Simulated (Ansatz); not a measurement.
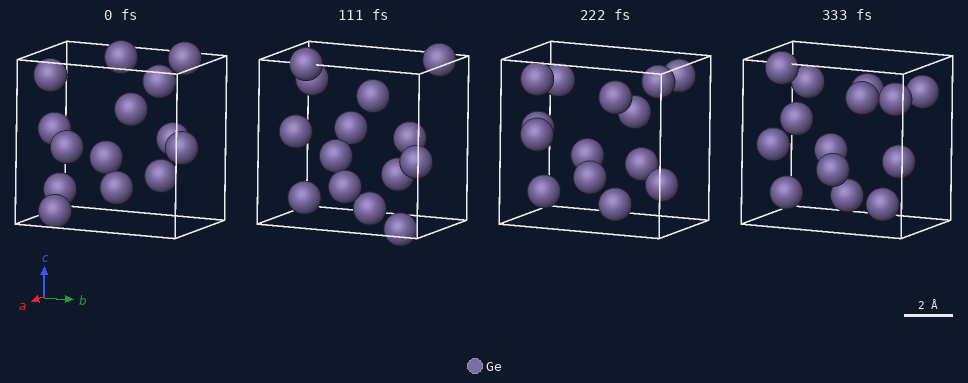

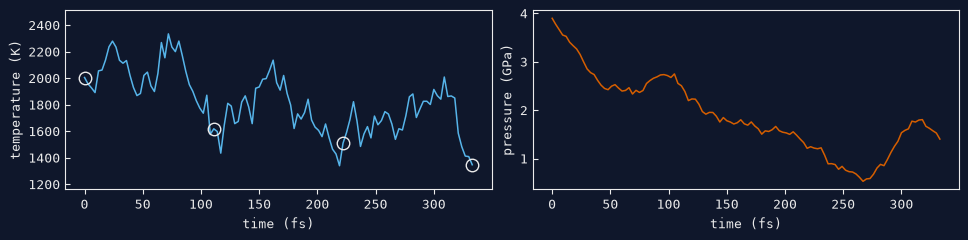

First-principles dynamics of an amorphous cell of composition Ge (14 atoms in the cell), 333 fs long. It starts from the last geometry of an earlier run, with fresh velocities. Frames and the history of the run. Style: spheres-only. Shown: the simulation cell, slightly off an axis. Atoms that leave the cell re-enter on the other side.

Theory: Ansatz 0.2.0, DFT PBE, scalar-relativistic, plane waves, PAW. Run with plane-wave cutoff 420 eV; k-point mesh 1 × 1 × 1; Fermi-Dirac smearing 0.186 eV; volume 0.96 times that of the relaxed crystal; set temperature 2160 K; time step 3 fs.

### Describe the run.

The mean temperature in the second half is 1688 K (standard deviation 161 K). The potential energy is still drifting at the end, so the run hasn't reached equilibrium. The potential energy in the second half lies on average 143 meV per atom below the first frame. The mean pressure there is 1.3 GPa. Root-mean-square distances from the starting positions over the second half, with the common drift of all atoms taken out: Ge 1.07 Å. That is a large part of the typical shortest distance between atoms in the first frame, about 2.3 Å and still growing: the atoms leave their places as in a liquid.

Limits of the set-up: the periodic images lie only 6.7 Å apart, so the values are limited by the cell's size.

Cost: 6.7 min on 2 threads of Intel(R) Xeon(R) Processor @ 2.50GHz (Skylake/Cascade Lake) (shared host), peak memory 0.55 GiB.
